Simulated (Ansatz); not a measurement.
# Run report: SiC, geometry relaxation (part 2 of 2)

The same run, continued: SiC (F-43m, 2 atoms in the cell); DFT, r2SCAN, plane waves, PAW, no spin polarisation (Ansatz 0.2.0); cutoff 500 eV, 10×10×10 k-mesh, Fermi–Dirac smearing of 0.02 eV. The structure derives from an entry of the Crystallography Open Database. The geometry comes from this level: PBE.

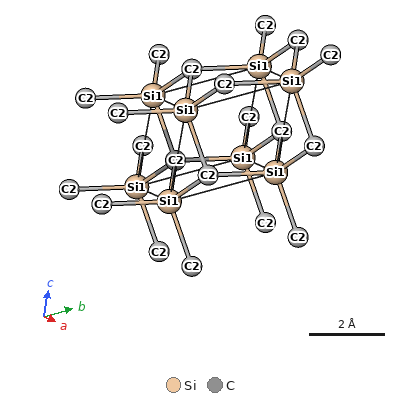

The geometry at step 3 of the log (ball-and-stick view of the cell of the calculation, seen slightly off an axis; neighbours outside the cell are drawn fainter; atoms are numbered from 1 in the order of the input).

```
basis re-selected at this cell: Δ(F+E_penalty+E_count) = +4.855e-5 eV, ΔP = +0.001 GPa vs the last step (what re-selecting the basis moved, of the pressure what is left beyond the Pulay correction that the steps carried, after the strain that the cell walked since its last selection, with what the two solves' SCF thresholds leave and, on support functions, any second-order correction that the steps lacked; it is no measure of the basis error at this ecutwfc). This SCF's stress stands 3.64e-2 GPa from its target on what of the cell is left free (relax.cell.stress_tol is 5.00e-2 GPa) and its largest allowed force component is 9.71e-17 eV/Å (relax.f_tol is 5.00e-3 eV/Å): within both
SCF converged after 4 iterations
Free energy (F): -891.333911 eV
Harris-Foulkes:  -891.333911 eV  (|F-HF|=5.46e-12)
Internal energy: -891.333911 eV  (E = F + TS)
E sigma→0 (E₀):  -891.333911 eV
Fermi energy:    10.234871 eV
--- Per-component energies (eV) ---
  E_band       = 25.572179
  E_kinetic    = 136.045849
  E_local      = -103.546872  (includes V_loc(G=0)·N_el)
  E_nonlocal   = 50.373005
  E_hartree    = 32.458272
  E_xc         = -101.360926
  E_vxc        = -118.641274  (∫ρ·V_xc dr)
  E_paw        = -620.294089  (= ΣΔE_a)
  E_vpaw       = -9.143940  (= ΣTr[D̂ρ^β])
  E_aug_tail   = 0.000008  (compensation charges beyond the density's cutoff)
  E_vtau       = 5.568899  (kinetic-family band-sum trace: ∫τ·v_τ [+ j·A + Jᵃ·Aᵃ] dr)
  E_ewald      = -284.907951
  E_core_change = -0.101207  (= ΣΔE_core)
  E_smearing   = -0.000000  (= −TS)
  E_closure    = -0.000000  (closes the sum)
  Σ components = -891.333911   (vs F -891.333911, Δ=0.00e0)
--- Forces (eV/Å), atoms counted from 1 ---
  atom   1  Si     0.00000000    -0.00000000    -0.00000000
  atom   2  C     -0.00000000    -0.00000000     0.00000000
  max |Σ_I F_I| component: 1.02e-16 eV/Å
--- Stress (GPa, compression-positive) ---
        0.036408      -0.000000      -0.000000
       -0.000000       0.036408       0.000000
       -0.000000       0.000000       0.036408
  P = ⅓ Tr σ = 0.0364 GPa (0.364 kbar)
--- Band table (eV; the first three rows and the last of 47) ---
  k-point 0: bands = ["-6.8131", "9.3777", "9.3777", "9.3777", "16.1956", "17.2378", "17.2378", "17.2378"]
  k-point 1: bands = ["-6.6104", "8.3278", "9.2381", "9.2381", "16.4566", "17.4957", "17.4957", "17.5745"]
  k-point 2: bands = ["-6.0125", "6.1171", "8.9167", "8.9167", "16.1533", "17.8723", "17.8723", "18.9142"]
  k-point 46: bands = ["-1.5227", "2.0164", "4.3980", "4.6763", "14.5408", "18.0867", "20.1348", "21.4121"]
--- Relaxed structure (3 steps of the walk, 3 accepted, 1 SCFs on fresh bases) ---
  F+E_penalty+E_count = -891.33391058 eV   max|allowed force component| = 9.714e-17 eV/Å   (the final SCF, on the basis selected at the relaxed cell)
  cell:  # Å, volume = 20.6649 Å³
    - [-1.044551266743596e-33, 2.1780503294385243, 2.1780503294385243]
    - [2.1780503294385243, 1.515873179786438e-33, 2.1780503294385243]
    - [2.1780503294385243, 2.1780503294385243, 1.3120582984706146e-33]
  atoms:
    - { symbol: Si, position: [-2.7025479780914476e-34, 2.3361007946214205e-34, 3.5270541408990084e-34] }
    - { symbol: C, position: [0.25, 0.25, 0.25] }
```

File rho_z.tsv
```
# z_ang	rho[e/angstrom^3]
# format = ansatz-planar-average/11
# lattice	-0.000000000	2.178050329	2.178050329
# lattice	2.178050329	0.000000000	2.178050329
# lattice	2.178050329	2.178050329	0.000000000
# sites	2
# site	14	0.000000000	0.000000000	-0.000000000
# site	6	1.089025165	1.089025165	1.089025165
0.000000	4.128668e-1
0.128343	4.808026e-1
0.256686	5.449969e-1
0.385029	5.958275e-1
0.513371	6.249617e-1
0.641714	6.285294e-1
0.770057	6.087624e-1
0.898400	5.719553e-1
1.026743	5.244666e-1
1.155086	4.708200e-1
1.283428	4.148221e-1
1.411771	3.607957e-1
1.540114	3.129775e-1
1.668457	2.742574e-1
1.796800	2.456968e-1
1.925143	2.267235e-1
2.053486	2.157042e-1
2.181828	2.108527e-1
2.310171	2.112294e-1
2.438514	2.175155e-1
2.566857	2.320523e-1
2.695200	2.578364e-1
2.823543	2.970173e-1
2.951885	3.496380e-1
```

File v_z.tsv
```
# z_ang	v_es[eV]	v_tot[eV]
# format = ansatz-planar-average/11
# xc	r2scan
# density_cutoff_ev	2000
# datasets	Si=:simpson_from_first_knot:soft:shift=0	C=:simpson_from_first_knot:soft:shift=0
# lattice	-0.000000000	2.178050329	2.178050329
# lattice	2.178050329	0.000000000	2.178050329
# lattice	2.178050329	2.178050329	0.000000000
# sites	2
# site	14	0.000000000	0.000000000	-0.000000000
# site	6	1.089025165	1.089025165	1.089025165
0.000000	-4.337952e0	-1.796338e1
0.128343	-5.120630e0	-1.931334e1
0.256686	-5.714027e0	-2.026800e1
0.385029	-5.935872e0	-2.054889e1
0.513371	-5.637822e0	-2.008771e1
0.641714	-4.705179e0	-1.889747e1
0.770057	-3.085223e0	-1.693741e1
0.898400	-9.067932e-1	-1.435062e1
1.026743	1.532107e0	-1.145983e1
1.155086	3.994391e0	-8.485394e0
1.283428	6.353854e0	-5.528697e0
1.411771	8.373706e0	-2.828785e0
1.540114	9.764450e0	-7.916159e-1
1.668457	1.040240e1	3.453344e-1
1.796800	1.041346e1	7.012047e-1
1.925143	9.943051e0	4.149023e-1
2.053486	9.008669e0	-4.128159e-1
2.181828	7.532599e0	-1.790910e0
2.310171	5.573990e0	-3.849786e0
2.438514	3.388200e0	-6.486229e0
2.566857	1.243233e0	-9.339332e0
2.695200	-6.691380e-1	-1.207313e1
2.823543	-2.240339e0	-1.445891e1
2.951885	-3.428363e0	-1.638778e1
```

Trajectory as extended XYZ (Å, eV, eV/Å), 4 frames, from step=1 to step=4
```
2
Lattice="0.0000 2.1899 2.1899 2.1899 0.0000 2.1899 2.1899 2.1899 0.0000" Properties=species:S:1:pos:R:3:forces:R:3 step=1 energy=-891.33016 pressure_GPa=-3.54
Si    0.0000    0.0000    0.0000    0.0000   0.0000   0.0000
C     1.0949    1.0949    1.0949    0.0000   0.0000   0.0000
2
Lattice="0.0000 2.1834 2.1834 2.1834 0.0000 2.1834 2.1834 2.1834 0.0000" Properties=species:S:1:pos:R:3:forces:R:3 step=2 energy=-891.33317 pressure_GPa=-1.63
Si    0.0000    0.0000    0.0000    0.0000   0.0000   0.0000
C     1.0917    1.0917    1.0917    0.0000   0.0000   0.0000
2
Lattice="0.0000 2.1780 2.1780 2.1780 0.0000 2.1780 2.1780 2.1780 0.0000" Properties=species:S:1:pos:R:3:forces:R:3 step=3 energy=-891.33396 pressure_GPa=0.04
Si    0.0000    0.0000    0.0000    0.0000   0.0000   0.0000
C     1.0890    1.0890    1.0890    0.0000   0.0000   0.0000
2
Lattice="0.0000 2.1780 2.1780 2.1780 0.0000 2.1780 2.1780 2.1780 0.0000" Properties=species:S:1:pos:R:3:forces:R:3 step=4 energy=-891.33391 pressure_GPa=0.04
Si    0.0000    0.0000    0.0000    0.0000   0.0000   0.0000
C     1.0890    1.0890    1.0890    0.0000   0.0000   0.0000
```

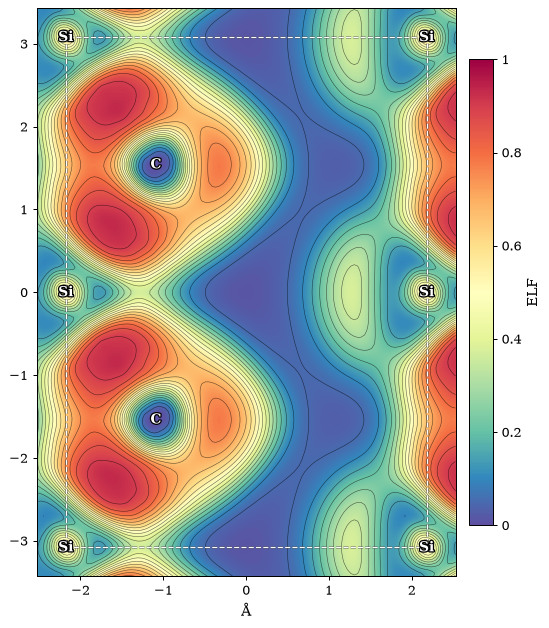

ELF on the (011) plane of the conventional cell. The section cuts through Si and C sites. In a PAW calculation such maps are meaningful between the atoms, not at the nuclei.

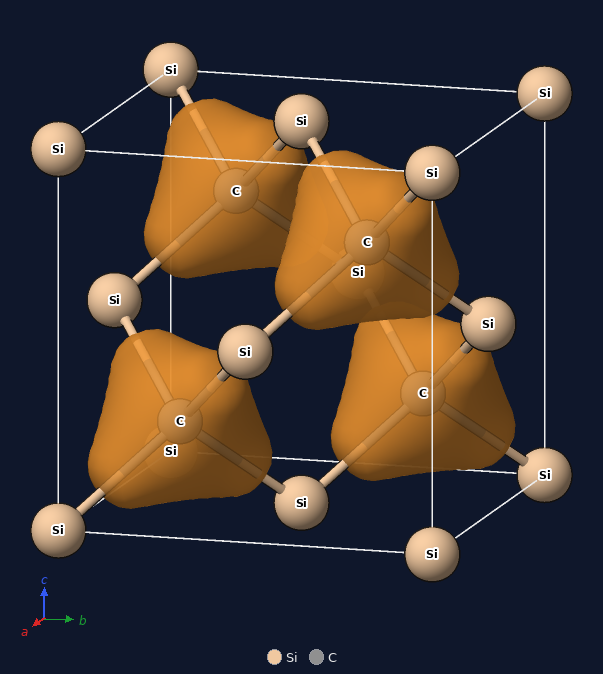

Isosurface of the valence charge density (pseudo) at 0.6 e/Å³ (orange), seen slightly off an axis. Sticks mark near contacts. The outline is the cell set on symmetry axes. At this value the density breaks into separate islands; it holds about 45 % of the electrons treated as valence. On the grid the lowest density along these lines, outside the cores, is 0.71 e/Å³ (Si–C, 1.89 Å).

This output came from the following input.

Input file
```yaml
crystal:
  lattice:
    - [0.0, 2.189867589, 2.189867589]
    - [2.189867589, 0.0, 2.189867589]
    - [2.189867589, 2.189867589, 0.0]
  atoms:
    - { symbol: Si, position: [0.0, 0.0, 0.0] }
    - { symbol: C, position: [0.25, 0.25, 0.25] }
kpoints:
  mp_grid: { grid: [10, 10, 10] }
hamiltonian:
  xc: r2scan
scf:
  occupations: { method: fermi_dirac, width: 0.02 }
relax:
  f_tol: 0.005
  cell: {}
output:
  write_density: true
  write_potential: true
  elf: true
  volumetric_format: npy
```

Command:
```bash
ansatz run input.yaml --threads 1 --pin off --max-ram 2304MiB --backend cpu --events-out ev --progress --plain --runs-dir out
```

Summary

| quantity | value |
| --- | --- |
| outcome | converged |
| space group (tolerance 0.01 Å) | F-43m (216) |
| electrons treated | 8 |
| free energy | −891.3339 eV |
| Fermi energy | 10.235 eV |
| gap on the k-point mesh | 1.71 eV |
| pressure | 0.04 GPa |
| final volume | 20.66 Å³ |
| largest force (length of the vector) at the end | under 0.001 eV/Å |
| final cell | a = 3.080 Å, b = 3.080 Å, c = 3.080 Å, α = 60.00°, β = 60.00°, γ = 60.00° |
| hardware | 1 thread of Arm Neoverse V2, 24 GiB of memory available, shared host |
| wall time | 6.5 s |
| peak memory | 0.34 GiB |
